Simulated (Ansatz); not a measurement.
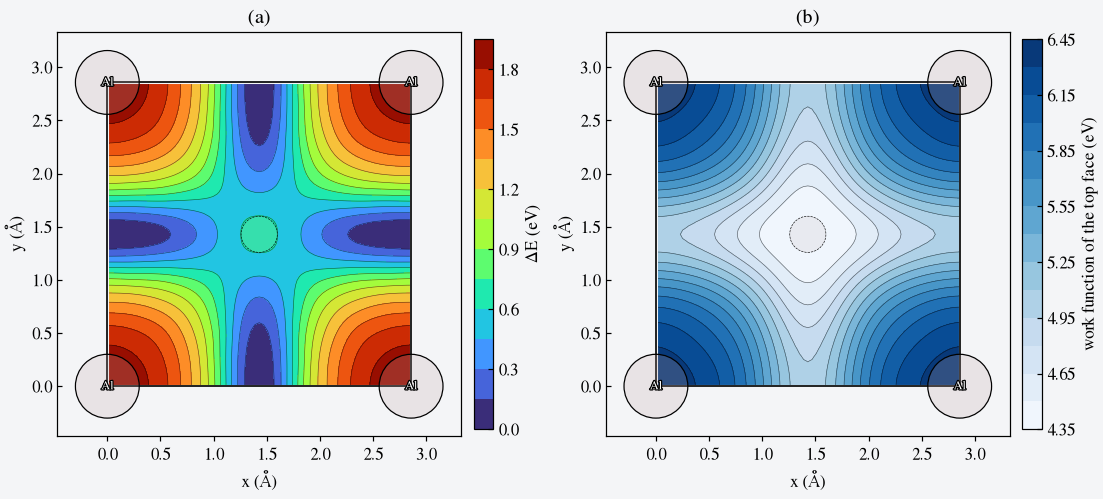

O on an Al(100) slab cut from the Fm-3m phase, its upper half relaxed before the scan (12 atoms of substrate and one adsorbate in a 2 × 2 cell). O is moved over the surface cell; relaxed at each place: the height of the adsorbate's atoms; substrate rigid; the origin of the map has the adsorbate above Al9. Places are given modulo a cell vector. The map is drawn in real space over the plane of the surface. Grid: 6 × 6 points; 10 points were computed and 26 follow by symmetry. Places are given in fractions of the 1 × 1 surface cell. Energies are in eV, from the lowest grid point. These are results of DFT PBE, scalar-relativistic, plane waves, PAW in Ansatz 0.2.0, not measurements. Settings: cutoff 420 eV, k-mesh 5×5×1, gaussian smearing 0.1 eV, no spin polarisation.

Panel (a) is the energy and panel (b) the computed work function of the top face on the same grid.

In the figure: filled contours, labelled circles for the atoms of the top layer and small ones for the second layer, the outline of one cell of the plane. Between grid points the surface is interpolated.

### How does the work function of the top face vary over the map, and what is it at the lowest grid point?

It runs from 4.35 eV at a fourfold hollow over a second-layer Al atom, (3/6, 3/6) of the cell vectors to 6.42 eV at the top site over a surface Al atom, (0/6, 0/6) of the cell vectors. At the lowest grid point, a bridge site between two Al atoms, (0/6, 3/6) of the cell vectors, it is 4.99 eV.

```
second ↓, first →   0/6   1/6   2/6   3/6   4/6   5/6
              5/6  6.24  6.06  5.49  4.84  5.49  6.06
              4/6  5.67  5.49  4.97  4.51  4.97  5.49
              3/6  4.99  4.84  4.51  4.35  4.51  4.84
              2/6  5.67  5.49  4.97  4.51  4.97  5.49
              1/6  6.24  6.06  5.49  4.84  5.49  6.06
              0/6  6.42  6.24  5.67  4.99  5.67  6.24
```

PAW datasets: the set soft_1.
